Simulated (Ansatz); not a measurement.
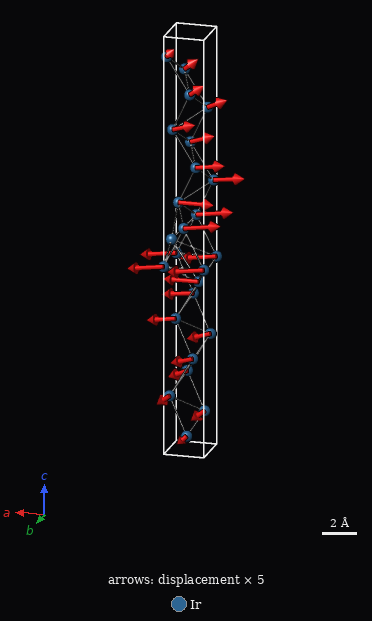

A relaxation of an interface cell of composition Ir. The starting structure is drawn; red arrows show the displacements (the part carried along by the change of the cell is left out), magnified 5 times.

A ball-and-stick model of the cell of the calculation, seen from a free direction.

Case: symmetric tilt boundary Sigma 11 (3 1 1), mirror on the next plane, shift [0.5, 0].

Computed with DFT PBEsol, scalar-relativistic, plane waves, PAW (Ansatz).

The input:
```yaml
crystal:
  lattice:
    - [2.7084020135, 0.0, 0.0]
    - [-1.3542010068, 4.4913766301, 0.0]
    - [0.0, 0.0, 25.7070629762]
  atoms:
    - { symbol: Ir, position: [0.1818181818, 0.3636363636, 0.0898032628] }
    - { symbol: Ir, position: [0.3636363636, 0.7272727273, 0.224575543] }
    - { symbol: Ir, position: [0.4545454545, 0.9090909091, 0.0448791693] }
    - { symbol: Ir, position: [0.0909090909, 0.1818181818, 0.2694996365] }
    - { symbol: Ir, position: [0.2727272727, 0.5454545455, 0.4042719168] }
    - { symbol: Ir, position: [0.6363636364, 0.2727272727, 0.1796514496] }
    - { symbol: Ir, position: [0.8181818182, 0.6363636364, 0.3144237299] }
    - { symbol: Ir, position: [0.9090909091, 0.8181818182, 0.1347273562] }
    - { symbol: Ir, position: [0.5454545455, 0.0909090909, 0.3593478233] }
    - { symbol: Ir, position: [0.0, 0.0, 0.4491960102] }
    - { symbol: Ir, position: [0.9772727273, 0.4545454545, 0.4970825139] }
    - { symbol: Ir, position: [0.6818181818, 0.3636363636, 0.904361765] }
    - { symbol: Ir, position: [0.8636363636, 0.7272727273, 0.7695894847] }
    - { symbol: Ir, position: [0.9545454545, 0.9090909091, 0.9492858584] }
    - { symbol: Ir, position: [0.5909090909, 0.1818181818, 0.7246653912] }
    - { symbol: Ir, position: [0.7727272727, 0.5454545455, 0.589893111] }
    - { symbol: Ir, position: [0.1363636364, 0.2727272727, 0.8145135781] }
    - { symbol: Ir, position: [0.3181818182, 0.6363636364, 0.6797412978] }
    - { symbol: Ir, position: [0.4090909091, 0.8181818182, 0.8594376715] }
    - { symbol: Ir, position: [0.0454545455, 0.0909090909, 0.6348172044] }
    - { symbol: Ir, position: [0.5, 0.0, 0.5449690175] }
basis:
  ecutwfc: 420
kpoints:
  mp_grid: { grid: [14, 14, 2] }
hamiltonian:
  xc: pbesol
scf:
  occupations: { method: gaussian, width: 0.1 }
output:
  forces: true
  stress: true
  eigenvalues: true
  populations: true
  write_density: true
  write_potential: true
  elf: true
  volumetric_format: npy
relax:
  adjacent_minimum: "off"
  f_tol: 0.02
  max_steps: 60
  cell: { fix: [a, b, alpha, beta, gamma], stress_tol: 0.1 }
```

Run as
```bash
ansatz run input.yaml --threads 4 --pin off --max-ram 11264MiB --backend cpu --events-out ev --progress --plain --runs-dir out
```

**Describe the change and its energy.**

The energy falls by 1.080 eV per cell of the calculation in 7 accepted moves (9 points after the start). Largest force component: 2.4 eV/Å at the start, 0.011 eV/Å at the end. The pressure goes from −3.95 to −2.24 GPa. The line search rejected the trial step at point 4 of the run. The SCF was repeated once at an unchanged geometry on a basis and grid sized afresh for the cell, which shifted the energy by 2.0 meV per cell of the calculation at most. The largest moves relative to the cell, 0.51 Å, are those of Ir10 and Ir21. Ir21 goes roughly along −a. The volume changes by −1.4 %, with a unchanged at 2.708 Å, b unchanged at 4.691 Å, c 25.707 → 25.342 Å (−1.4 %). Near-neighbour distances that change, for instance: Ir10–Ir21 2.810 → 3.491 Å, Ir3–Ir14 2.806 → 2.449 Å, Ir11–Ir16 3.160 → 2.842 Å, Ir10–Ir11 3.132 → 2.850 Å. Cost: 16 min on 4 threads of AMD EPYC 9R45 96-Core Processor (Zen 5), on a shared host, peak memory 5.3 GiB.
